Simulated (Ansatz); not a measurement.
# Ni: one cell, many SCF starts, part 2 of 2

Is Ni magnetic at this level, in which order, and do all starts find it? Single-point runs from several starts follow. We look at Ni: the measured crystal structure (space group Fm-3m, primitive cell doubled), with 2 atoms per cell. Source: COD entry 9012971, which need not be the ambient phase.

Ansatz 0.2.0; DFT PBE, PAW, plane waves, scalar-relativistic. The steps go on from the part before.

### 7 Moments ++ scaled by 1.4, plain SCF

input.yaml reads:

```yaml
crystal:
  lattice:
    - [0.0, -1.76475, -1.76475]
    - [-3.5295, -1.76475, -1.76475]
    - [0.0, 1.76475, -1.76475]
  atoms:
    - { symbol: Ni, position: [0.0, 0.0, 0.0], spin: 2.8 }
    - { symbol: Ni, position: [0.0, 0.5, 0.5], spin: 2.8 }
magnetization:
  spin_polarized: true
hamiltonian:
  xc: pbe
  pseudopotentials: { kind: paw }
basis:
  ecutwfc: 420
kpoints:
  mp_grid: { grid: [13, 8, 11] }
scf:
  occupations: { method: gaussian, width: 0.1 }
  lower_state_search: "off"
output:
  forces: true
  stress: true
```

Standard output (excerpt; [...] marks lines left out):

```text
[... 11 lines as in an earlier run ...]
Bands: 25, of which v1, the nominal top of the filled ones, is band 18 counted from 1 (17 counted from 0)
[... 6 lines as in an earlier run ...]
Starting moments: Σ|m| = 5.6 μB on 2 of 2 sites
[... 2 lines as in an earlier run ...]
[...]
SCF iter   1: F=—  HF=-11677.877963 eV  |F-HF|=—  |Δ(HF+E_count)|=         —  Δρ=1.99e-1 (↑1.99e-1 ↓1.99e-1)  dr2=1.58e-2  dr2_m=7.99e0  M=2.187 μB ∫|m|=2.369 μB  β_m=0.30  ethr=4.38e-5  ⟨swp⟩=1.5  Hψ=79450  notcnv=0
[...]
spin-set hold released at iteration 8 (site moments contracting): the magnetisation degrees of freedom join the quasi-Newton model from the next iteration; the mixer history was flushed
[...]
SCF iter  16: F=-11679.450047 eV  HF=-11679.450047 eV  |F-HF|=9.79e-10  |Δ(HF+E_count)|=   8.53e-9  Δρ=5.38e-6 (↑4.35e-6 ↓5.38e-6)  dr2=4.41e-10  dr2_m=4.23e-9  M=1.259 μB ∫|m|=1.446 μB  ethr=3.16e-11  ⟨swp⟩=1.9  Hψ=47338  notcnv=0
[...]
SCF converged after 16 iterations
Magnetization: 1.2591 μB (18.6295 up, 17.3705 down)
Absolute magnetization: 1.4474 μB (∫|ρ↑−ρ↓|, with the PAW one-centre terms)
Spin contamination: 0.0141 ħ² per cell (⟨S²⟩ above its minimum at these occupations)
Per-site moments (μB) at R_I (Å): [(0.6691571973943465, 1.029490020981642), (0.6691571973943462, 1.029490020981642)]
Free energy (F): -11679.450047 eV
[...]
E sigma→0 (E₀):  -11679.441650 eV
Entropy (-TS):   -0.016795 eV (-8.397 meV/atom)
Fermi energy:    17.955670 eV
[... 24 lines left out: energy terms, forces, stress ...]
```

Run time: 14 s. Hardware: 2 threads of an x86-64 CPU, shared host; peak memory 0.55 GiB.

Nothing new: the 16 iterations lead to the state found in step 2 (ferromagnetic).

### 8 A moment on one site alone, plain SCF

input.yaml: that of step 7 with these lines changed.

```diff
@@ -6,4 +6,4 @@
   atoms:
-    - { symbol: Ni, position: [0.0, 0.0, 0.0], spin: 2.8 }
-    - { symbol: Ni, position: [0.0, 0.5, 0.5], spin: 2.8 }
+    - { symbol: Ni, position: [0.0, 0.0, 0.0], spin: 2.0 }
+    - { symbol: Ni, position: [0.0, 0.5, 0.5] }
 magnetization:
```

Standard output (excerpt; [...] marks lines left out):

```text
[... 18 lines as in an earlier run ...]
Starting moments: Σ|m| = 2 μB on 1 of 2 sites
[... 2 lines as in an earlier run ...]
SCF iter   1: F=—  HF=-11679.215880 eV  |F-HF|=—  |Δ(HF+E_count)|=         —  Δρ=1.13e-1 (↑1.13e-1 ↓3.79e-2)  dr2=2.41e0  dr2_m=8.00e-1  M=1.417 μB ∫|m|=1.528 μB  β_m=0.30  ethr=3.10e-3  ⟨swp⟩=4.8  Hψ=52704  notcnv=0
[...]
spin-set hold released at iteration 5 (the charge has settled, or the pull on large starting moments outlasts its swing): the magnetisation degrees of freedom join the quasi-Newton model from the next iteration; the mixer history was flushed
[...]
SCF iter  21: F=-11679.450047 eV  HF=-11679.450047 eV  |F-HF|=2.12e-8  |Δ(HF+E_count)|=   2.00e-8  Δρ=7.56e-6 (↑7.24e-6 ↓7.56e-6)  dr2=2.33e-8  dr2_m=2.54e-9  M=1.259 μB ∫|m|=1.446 μB  ethr=2.78e-10  ⟨swp⟩=3.0  Hψ=48566  notcnv=0
[...]
SCF converged after 21 iterations
Magnetization: 1.2590 μB (18.6295 up, 17.3705 down)
Absolute magnetization: 1.4474 μB (∫|ρ↑−ρ↓|, with the PAW one-centre terms)
Spin contamination: 0.0141 ħ² per cell (⟨S²⟩ above its minimum at these occupations)
Per-site moments (μB) at R_I (Å): [(0.6691314318942607, 1.029490020981642), (0.6691476774670563, 1.029490020981642)]
Free energy (F): -11679.450047 eV
[...]
E sigma→0 (E₀):  -11679.441649 eV
Entropy (-TS):   -0.016795 eV (-8.398 meV/atom)
Fermi energy:    17.955567 eV
[... 24 lines left out: energy terms, forces, stress ...]
```

Wall time 14 s (2 threads of an x86-64 CPU, shared host); peak memory 0.56 GiB.

Nothing new: the 21 iterations lead to the state found in step 2 (ferromagnetic).

### 9 Parallel moments, Broyden mixing, no switch to direct minimisation

input.yaml: that of step 8 with these lines changed.

```diff
@@ -7,3 +7,3 @@
     - { symbol: Ni, position: [0.0, 0.0, 0.0], spin: 2.0 }
-    - { symbol: Ni, position: [0.0, 0.5, 0.5] }
+    - { symbol: Ni, position: [0.0, 0.5, 0.5], spin: 2.0 }
 magnetization:
@@ -20,2 +20,4 @@
   lower_state_search: "off"
+  algorithm: density_mixing
+  mixing: { algorithm: broyden, beta: 0.3 }
 output:
```

Standard output (excerpt; [...] marks lines left out):

```text
[... 18 lines as in an earlier run ...]
Starting moments: Σ|m| = 4 μB on 2 of 2 sites
[... 3 lines as in an earlier run ...]
SCF iter   1: F=—  HF=-11678.900691 eV  |F-HF|=—  |Δ(HF+E_count)|=         —  Δρ=1.27e-1 (↑1.15e-1 ↓1.27e-1)  dr2=2.26e-2  dr2_m=2.93e0  M=1.870 μB ∫|m|=2.088 μB  β_m=0.56  ethr=6.29e-5  ⟨swp⟩=1.0  Hψ=74992  notcnv=0
[...]
[... 1 line as in an earlier run ...]
[...]
SCF iter  13: F=-11679.450047 eV  HF=-11679.450047 eV  |F-HF|=2.03e-8  |Δ(HF+E_count)|=   9.72e-9  Δρ=4.03e-6 (↑3.99e-6 ↓4.03e-6)  dr2=2.25e-9  dr2_m=2.55e-10  M=1.259 μB ∫|m|=1.446 μB  ethr=7.27e-11  ⟨swp⟩=3.1  Hψ=40435  notcnv=0
[...]
this state was not tested for a lower state beside it, because the mixer in use, unlike msr1, does not test its closes by its own steps (another_mixer; see scf.mixing.algorithm and scf.lower_state_search)
SCF converged after 13 iterations
Magnetization: 1.2591 μB (18.6295 up, 17.3705 down)
Absolute magnetization: 1.4475 μB (∫|ρ↑−ρ↓|, with the PAW one-centre terms)
Spin contamination: 0.0141 ħ² per cell (⟨S²⟩ above its minimum at these occupations)
Per-site moments (μB) at R_I (Å): [(0.6691701161817268, 1.029490020981642), (0.6691701161817268, 1.029490020981642)]
Free energy (F): -11679.450047 eV
[...]
E sigma→0 (E₀):  -11679.441650 eV
Entropy (-TS):   -0.016794 eV (-8.397 meV/atom)
Fermi energy:    17.955690 eV
[... 24 lines left out: energy terms, forces, stress ...]
```

Run time: 12 s. Hardware: 2 threads of an x86-64 CPU, shared host; peak memory 0.55 GiB.

The run ends in the same state as step 2 (ferromagnetic); it took 13 iterations.

### 10 Parallel moments, spin not held back in the first iterations, no switch to direct minimisation

input.yaml: that of step 9 with these lines changed.

```diff
@@ -21,3 +21,3 @@
   algorithm: density_mixing
-  mixing: { algorithm: broyden, beta: 0.3 }
+  mixing: { spin_hold: "off" }
 output:
```

Standard output (excerpt; [...] marks lines left out):

```text
[... 18 lines as in an earlier run ...]
Starting moments: Σ|m| = 4 μB on 2 of 2 sites
[... 2 lines as in an earlier run ...]
[...]
SCF iter   1: F=—  HF=-11678.831521 eV  |F-HF|=—  |Δ(HF+E_count)|=         —  Δρ=1.24e-1 (↑1.10e-1 ↓1.24e-1)  dr2=2.60e-2  dr2_m=2.74e0  M=1.867 μB ∫|m|=2.018 μB  β_m=0.30  ethr=7.25e-5  ⟨swp⟩=1.0  Hψ=74955  notcnv=0
[...]
SCF iter   9: F=-11679.450047 eV  HF=-11679.450047 eV  |F-HF|=5.03e-9  |Δ(HF+E_count)|=   1.23e-7  Δρ=1.06e-5 (↑4.06e-6 ↓1.06e-5)  dr2=5.00e-9  dr2_m=6.26e-9  M=1.259 μB ∫|m|=1.446 μB  ethr=2.78e-10  ⟨swp⟩=3.2  Hψ=56106  notcnv=0
[...]
SCF converged after 9 iterations
Magnetization: 1.2591 μB (18.6295 up, 17.3705 down)
Absolute magnetization: 1.4474 μB (∫|ρ↑−ρ↓|, with the PAW one-centre terms)
Spin contamination: 0.0141 ħ² per cell (⟨S²⟩ above its minimum at these occupations)
Per-site moments (μB) at R_I (Å): [(0.6691480063704016, 1.029490020981642), (0.6691480063704013, 1.029490020981642)]
Free energy (F): -11679.450047 eV
[...]
E sigma→0 (E₀):  -11679.441650 eV
Entropy (-TS):   -0.016794 eV (-8.397 meV/atom)
Fermi energy:    17.955649 eV
[... 24 lines left out: energy terms, forces, stress ...]
```

It took 8.5 s on 2 threads of an x86-64 CPU, shared host; peak memory 0.55 GiB.

The run ends in the same state as step 2 (ferromagnetic); it took 9 iterations.

### 11 All ends together

| step | iterations | state | moments of Ni1 Ni2 (μB) | total (μB) | gap (eV) | pressure (GPa) | above lowest (meV/atom) |
| --- | --- | --- | --- | --- | --- | --- | --- |
| 2 | 10 | 1 | 0.67 0.67 | 1.26 | none | -1.9 | 0.0 |
| 3 | 17 | 2 | 0.16 -0.16 | 0.00 | none | -2.8 | 57.5 |
| 4 | 6 | 3 | 0.00 0.00 | 0.00 | none | -2.9 | 58.1 |
| 5 | 11 | 1 | 0.67 0.67 | 1.26 | none | -1.9 | 0.0 |
| 6 | 13 | 1 | 0.67 0.67 | 1.26 | none | -1.9 | 0.0 |
| 7 | 16 | 1 | 0.67 0.67 | 1.26 | none | -1.9 | 0.0 |
| 8 | 21 | 1 | 0.67 0.67 | 1.26 | none | -1.9 | 0.0 |
| 9 | 13 | 1 | 0.67 0.67 | 1.26 | none | -1.9 | 0.0 |
| 10 | 9 | 1 | 0.67 0.67 | 1.26 | none | -1.9 | 0.0 |

States are numbered from the lowest. Starts by step: 2 parallel moments, plain SCF; 3 opposed moments +-, plain SCF; 4 no spin polarisation; 5 spin on, no moments given (the program may seed its own), plain SCF; 6 parallel moments scaled by 0.1, plain SCF; 7 moments ++ scaled by 1.4, plain SCF; 8 a moment on one site alone, plain SCF; 9 parallel moments, Broyden mixing, no switch to direct minimisation; 10 parallel moments, spin not held back in the first iterations, no switch to direct minimisation.

The 9 runs of this session took 92 s in all, from 3.2 s to 14 s each.

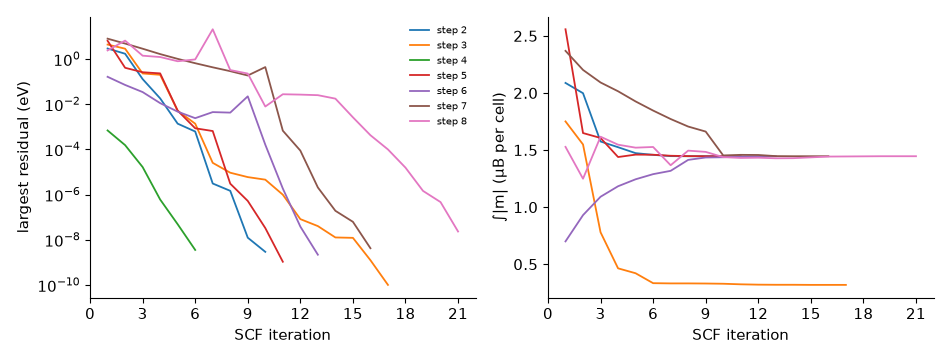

Residual and absolute moment along the iterations (7 of the 9 runs).

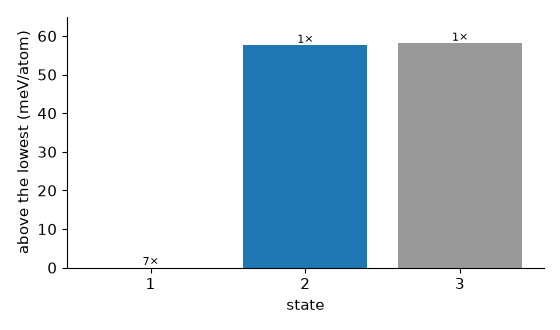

Energy of each distinct state, with the number of starts that reached it (red ferromagnetic, blue opposed moments, grey non-magnetic, green other).

### 12 Results

The summary covers parts 1 to 2.

| quantity | value |
| --- | --- |
| distinct states | 3 from 9 converged runs |
| lowest state from plain starts | ferromagnetic |
| its moments | Ni1 0.67, Ni2 0.67 μB |
| total moment | 1.26 μB per cell |
| gap on the k-mesh | none |
| pressure | -1.9 GPa |
| largest force | 0.000 eV/Å |
| next state | antiferromagnetic, 57.5 meV/atom higher |
| highest state | non-magnetic (no spin polarisation), 58.1 meV/atom higher |

What this shows: The 9 converged runs end in 3 distinct states. Switching spin polarisation off costs 58.1 meV/atom in free energy, smearing entropy included. The best antiferromagnetic state lies 57.5 meV/atom above the best ferromagnetic one. These are lowest states among those tried, not proven ground states. The mesh has less symmetry than the lattice, which lowers the symmetry of the run.
